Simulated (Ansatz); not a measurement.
# ScBiO3 (C2/c): spin-orbit coupling beyond the local functionals

Wanted: gaps of ScBiO3 (C2/c) with and without spin-orbit coupling, with cost.

Calculated with Ansatz 0.2.0; density functionals with and without spin-orbit coupling, plane waves, PAW.

**1. Set-up**

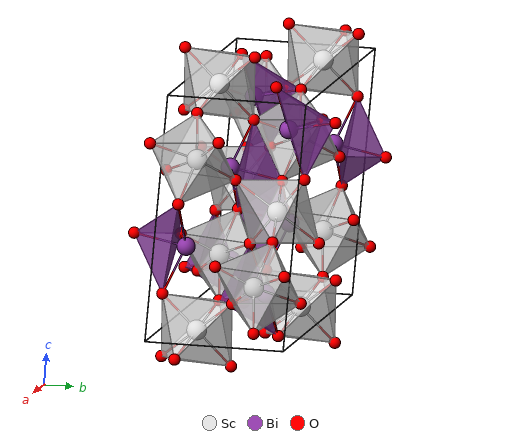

The starting structure, seen slightly off an axis (scandium white, bismuth purple, oxygen red). This picture shows the conventional cell, with its axes. Some periodic images of atoms are drawn too.

The cell is the Materials Project's (PBE, PBE+U or r2SCAN) relaxed one; the ions were relaxed with LDA. Spin-orbit coupling is left out unless a step names it.

**2. HSE06, 2×2×2 mesh**

This step: DFT, HSE06, plane waves, PAW; PAW set soft_1.

input.yaml reads:

```yaml
crystal:
  lattice:
    - [4.990429, -2.946812, 0.0]
    - [4.990429, 2.946812, 0.0]
    - [-3.288007, 0.0, 9.594851]
  atoms:
    - { symbol: Sc, position: [0.5, 0.0, 0.0] }
    - { symbol: Sc, position: [0.7467744295, 0.2532255705, 0.75] }
    - { symbol: Sc, position: [0.0, 0.5, 0.5] }
    - { symbol: Sc, position: [0.2532255705, 0.7467744295, 0.25] }
    - { symbol: Bi, position: [0.3068079702, 0.9668261159, 0.6377382856] }
    - { symbol: Bi, position: [0.9668261159, 0.3068079702, 0.1377382856] }
    - { symbol: Bi, position: [0.6931920298, 0.0331738841, 0.3622617144] }
    - { symbol: Bi, position: [0.0331738841, 0.6931920298, 0.8622617144] }
    - { symbol: O, position: [0.1733092497, 0.1188896856, 0.8377623058] }
    - { symbol: O, position: [0.7310255316, 0.1042719339, 0.9161184122] }
    - { symbol: O, position: [0.6309143319, 0.687847841, 0.3621311594] }
    - { symbol: O, position: [0.8811103144, 0.8266907503, 0.6622376942] }
    - { symbol: O, position: [0.312152159, 0.3690856681, 0.1378688406] }
    - { symbol: O, position: [0.3690856681, 0.312152159, 0.6378688406] }
    - { symbol: O, position: [0.1042719339, 0.7310255316, 0.4161184122] }
    - { symbol: O, position: [0.8957280661, 0.2689744684, 0.5838815878] }
    - { symbol: O, position: [0.8266907503, 0.8811103144, 0.1622376942] }
    - { symbol: O, position: [0.687847841, 0.6309143319, 0.8621311594] }
    - { symbol: O, position: [0.2689744684, 0.8957280661, 0.0838815878] }
    - { symbol: O, position: [0.1188896856, 0.1733092497, 0.3377623058] }
kpoints:
  mp_grid: { grid: [2, 2, 2] }
  band_path:
    path:
      - [0.0, 0.0, 0.0]
      - [-0.34740707, 0.34740707, 0.0]
      - [-0.65259293, -0.34740707, 0.0]
      - [-0.5, -0.5, 0.0]
      - [-0.5, -0.5, 0.5]
      - [-0.68366665, -0.31633335, 0.5]
      - [-0.31633335, 0.31633335, 0.5]
      - [0.0, 0.0, 0.5]
      - [-0.5, 0.0, 0.5]
      - [-0.530518586, -0.469481414, 0.0]
    npoints: 1
hamiltonian:
  xc: hse06
  pseudopotentials: { kind: paw, azcp: { folder: soft_1 } }
scf:
  occupations: { method: fixed }
  n_extra_bands: 10
output:
  eigenvalues: true
```

The run is started by

```
> ansatz run input.yaml --threads 24 --pin off --max-ram 82944MiB --backend cuda --events-out ev --progress --plain --runs-dir out --devices 1 --max-vram 78GiB
```

Numbers of over 12 decimals in the logs are rounded to 6 here.

The log of the run:

```text
scf.n_extra_bands = 10 over 88 filled bands (N_el = 176.0): the run solves 98 bands
exact exchange: scf.exx.singularity resolves to wigner_seitz, which cuts the screened interaction at the faces of the exchange supercell's Wigner-Seitz cell, so that each pair interacts once, at the shortest of its separations (the periodic images that this leaves out come, for a point-like exchange hole, to about 0.001 eV on a filled level). The cut falls within the interaction's reach, and what an exchange supercel [...]
GPUs: using 1 of 1 available (devices: 1).
Engine: ansatz 0.2.0, aarch64-unknown-linux-gnu
Pseudopotentials: kind: paw
Pseudopotential: Sc, paw, valence charge 11, recommended cutoff 420 eV (normal), soft_1/Sc.paw.azcp
Pseudopotential: Bi, paw, valence charge 15, recommended cutoff 420 eV (normal), soft_1/Bi.paw.azcp
Pseudopotential: O, paw, valence charge 6, recommended cutoff 420 eV (normal), soft_1/O.paw.azcp
Functional definition: HSE06
  parameter a = 0.25
  parameter omega = 0.11/bohr
  exchange = pbe_x - a*pbe_x_sr(omega) + a*exact_x_sr(omega)
  correlation = pbe_c
davidson cushion auto → on  (no smearing: the cushion is to keep the highest requested band from converging to the state above it; pin scf.eigensolver.cushion to override)
[...]
Crystal: 20 atoms, lattice volume = 282.201 Å³
Basis set: ecut = 420 eV, 5505 PW (Γ)
Bands: 98, of which v1, the nominal top of the filled ones, is band 88 counted from 1 (87 counted from 0)
Symmetry: 4 space group operations
Space group: C2/c (ITA 15), of the structure as read, at distance tolerance 6.6e-5 Å
k-points: 6 of 8
Non-local potential: Sc, projectors of the file, l = 0: 3, l = 1: 2, l = 2: 3, l = 3: 1
Non-local potential: Bi, projectors of the file, l = 0: 2, l = 1: 2, l = 2: 2, l = 3: 1
Non-local potential: O, projectors of the file, l = 0: 2, l = 1: 2, l = 2: 1
PAW form: soft (Blöchl's): semilocal exchange-correlation on the pseudo side does not see the compensation charge
PAW frozen core: Sc, regenerated for the run's functional, and the local potential with it (the file was generated under x = pbe(κ = 0.804, μ = 0.219515), c = pbe(β = 0.066725))
PAW frozen core: Bi, regenerated for the run's functional, and the local potential with it (the file was generated under x = pbe(κ = 0.804, μ = 0.219515), c = pbe(β = 0.066725))
PAW frozen core: O, regenerated for the run's functional, and the local potential with it (the file was generated under x = pbe(κ = 0.804, μ = 0.219515), c = pbe(β = 0.066725))
PAW one-centre angular grid: Sc, 590 points (default); XC on 96 Gauss nodes
PAW one-centre angular grid: Bi, 590 points (default); XC on 64 Gauss nodes
PAW one-centre angular grid: O, 110 points (default); XC on 96 Gauss nodes
Initial density: superposition of atomic densities (chi_scale 0.1, normalization cell, long waves kept (reshape's long-wave potential 0.01 eV rms))
Initial wavefunctions: pseudopotential atomic-orbital guess
[...]
Functional: x = pbe(κ = 0.804, μ = 0.219515), c = pbe(β = 0.066725), warm-up for x = pbe(κ = 0.804, μ = 0.219515) + 0.25 (exact − pbe) at short range (hse, ω = 0.207870 Å⁻¹), c = pbe(β = 0.066725); HSE06 as pw.x's `hse` composes it (authors' and Libxc's form: `xc: wpbeh`)
[...]
hybrid outer 1: dexx = +1.578e-1 eV, tail = 3.35e-4 eV
[...]
SCF 3 converged in 5 iterations: F = -64978.918547 eV  dr2 = 6.56e-8
hybrid outer 2: dexx = +1.307e-5 eV, tail = 2.44e-7 eV, Δε = 8.29e-3 eV (about 2.62e-4 eV left of the loop's levels)
[...]
Harris-Foulkes:  -64978.918548 eV  (|F-HF|=4.47e-8)
Internal energy: -64978.918548 eV  (E = F + TS)
E sigma→0 (E₀):  -64978.918548 eV
Fermi energy:    8.140043 eV
--- Per-component energies (eV) ---
  E_band       = -1262.515303
  E_kinetic    = 3866.891043
  E_local      = -12009.706462  (includes V_loc(G=0)·N_el)
  E_nonlocal   = 2796.533576
  E_hartree    = 4423.148095
  E_xc         = -1464.029963
  E_vxc        = -1642.229165  (∫ρ·V_xc dr)
  E_exx        = -508.604388  (= α·E_x^exact, valence–valence)
  E_paw        = -48412.414965  (= ΣΔE_a)
  E_vpaw       = -2103.113513  (= ΣTr[D̂ρ^β])
  E_aug_tail   = 0.009960  (compensation charges beyond the density's cutoff)
  E_ewald      = -13670.380415
  E_core_change = -0.365029  (= ΣΔE_core)
  E_smearing   = -0.000000  (= −TS)
  E_closure    = -0.000000  (closes the sum)
  Σ components = -64978.918548   (vs F -64978.918548, Δ=0.00e0)
--- Band table (eV; the first three rows and the last of 6) ---
  k-point 0: bands = ["-42.9899", "-42.9895", "-42.9712", "-42.9708", "-20.2144", "-20.2048", "-20.1737", "-20.1535", "-20.1413", "-20.1368", "-20.1356", "-20.1181", "-20.0955", "-20.0727", "-20.0726", "-20.0480", "-15.2332", "-15.2306", "-15.2267", "-15.2242", "-15.2128", "-15.2031", "-15.2015", "-15.1988", "-15.0654", "-15.0649", "-15.0538", "-15.0505", "-15.0492", "-15.0276", "-15.0275", "-15.0214", "-14.9746", "- [...]
  k-point 1: bands = ["-42.9897", "-42.9897", "-42.9710", "-42.9710", "-20.2057", "-20.2057", "-20.1672", "-20.1672", "-20.1563", "-20.1563", "-20.1094", "-20.1094", "-20.0789", "-20.0789", "-20.0660", "-20.0660", "-15.2316", "-15.2316", "-15.2267", "-15.2267", "-15.2082", "-15.2082", "-15.1992", "-15.1992", "-15.0658", "-15.0658", "-15.0528", "-15.0528", "-15.0388", "-15.0388", "-15.0227", "-15.0227", "-14.9703", "- [...]
  k-point 2: bands = ["-42.9896", "-42.9896", "-42.9711", "-42.9711", "-20.2163", "-20.2077", "-20.1743", "-20.1726", "-20.1679", "-20.1463", "-20.1076", "-20.0885", "-20.0823", "-20.0798", "-20.0679", "-20.0587", "-15.2349", "-15.2283", "-15.2265", "-15.2191", "-15.2121", "-15.2079", "-15.2050", "-15.2036", "-15.0722", "-15.0660", "-15.0511", "-15.0463", "-15.0439", "-15.0323", "-15.0298", "-15.0241", "-14.9684", "- [...]
  k-point 5: bands = ["-42.9895", "-42.9895", "-42.9711", "-42.9711", "-20.2199", "-20.2199", "-20.1714", "-20.1714", "-20.1474", "-20.1474", "-20.1017", "-20.1017", "-20.0859", "-20.0859", "-20.0591", "-20.0591", "-15.2358", "-15.2358", "-15.2235", "-15.2235", "-15.2149", "-15.2149", "-15.1994", "-15.1994", "-15.0754", "-15.0754", "-15.0483", "-15.0483", "-15.0371", "-15.0371", "-15.0266", "-15.0266", "-14.9753", "- [...]
```

The job ended after 11 s (1 × NVIDIA GB200 (shared by 2 runs) with 24 threads of Arm Neoverse V2, shared host; peak memory 1.8 GiB).

Numbers from this step:

```yaml
gap: 4.003 eV
valence_top_at: k = (-0.500, 0.000, 0.500)
conduction_bottom_at: Y_2
least_direct_gap: 4.180 eV
exact_exchange_fraction: 0.25
```

The gap is indirect, with the least direct gap 0.18 eV higher.

**3. HSE06+SOC, 2×2×2 mesh**

Spin-orbit coupling can split or shift the edges; a non-collinear run measures by how much.

This step: DFT, HSE06 with spin-orbit coupling, plane waves, PAW; PAW set soft_1.

input.yaml, as its differences from that of step 2:

```diff
@@ -43,6 +43,9 @@
   xc: hse06
-  pseudopotentials: { kind: paw, azcp: { folder: soft_1 } }
+  pseudopotentials: { kind: paw_fr, azcp: { folder: soft_1 } }
 scf:
   occupations: { method: fixed }
-  n_extra_bands: 10
+  n_extra_bands: 20
+magnetization:
+  noncollinear: true
+  spin_orbit: true
 output:
```

The log of the run:

```text
[...]
GPUs: using 1 of 1 available (devices: 1).
[...]
non-collinear run that drives no moment, with spin-orbit: no starting moment large enough to seed its density (crystal.atoms[].spin), no starting occupations that ask for one, no magnetisation constraint and no magnetic field, so the semilocal B_xc is pinned to zero
[...]
Crystal: 20 atoms, lattice volume = 282.201 Å³
Basis set: ecut = 420 eV, 5505 PW (Γ)
Bands: 196, of which v1, the nominal top of the filled ones, is band 176 counted from 1 (175 counted from 0)
Symmetry: 4 space group operations + 4 with time reversal
[...]
k-points: 6 of 8
Projection manifold: j_resolved (fully-relativistic pseudo-atomic orbitals)
[...]
hybrid outer 1: dexx = +1.612e-1 eV, tail = 5.09e-4 eV
[...]
SCF 3 converged in 5 iterations: F = -65026.967603 eV  dr2 = 4.77e-8
[...]
```

The job ended after 35 s (1 × NVIDIA GB200 (shared by 2 runs) with 24 threads; peak memory 3.4 GiB; 5.8 min of CPU time).

Numbers from this step:

```
gap                     : 3.719 eV
valence top at          : k = (-0.500, 0.000, 0.500)
conduction bottom at    : Y_2
least direct gap        : 3.894 eV
exact-exchange fraction : 0.25
```

The gap stands −0.28 eV against HSE06.

**4. Together**

Times are wall times on 1 × NVIDIA GB200 (shared by 2 runs) with 24 threads of Arm Neoverse V2, shared host, good to a factor of about two.

```
level  gap (eV)  with coupling (eV)  change (eV)  time  with coupling
HSE06      4.00                3.72        −0.28  11 s           35 s
```

**5. What came out**

```
HSE06     : 4.00 eV
HSE06+SOC : 3.72 eV
```

Spin-orbit coupling changes the gap by −0.28 eV and the least direct gap by −0.29 eV.

[Paths, hosts, dates, memory and timing lines, banners, echoed tables and standing remarks are left out of the program output.]

[Logs are printed without paths, hosts, clocks, repeated set-up lines and the standing remarks that a program may print on its own settings, such as how far it seeks lower states.]

[Runs of the session that timed out or met a known fault of the program may be left out.]

[Cells called generated may have been cut or substituted from an entry of the Crystallography Open Database or the Materials Project.]

[No measured gap is set beside runs whose start may be inverted or whose files or cutoffs have a known fault.]

[Hosts, paths, dates, database ids (printed as entryN), source tags and the programs' standing remarks are cut or masked in the printed files.]
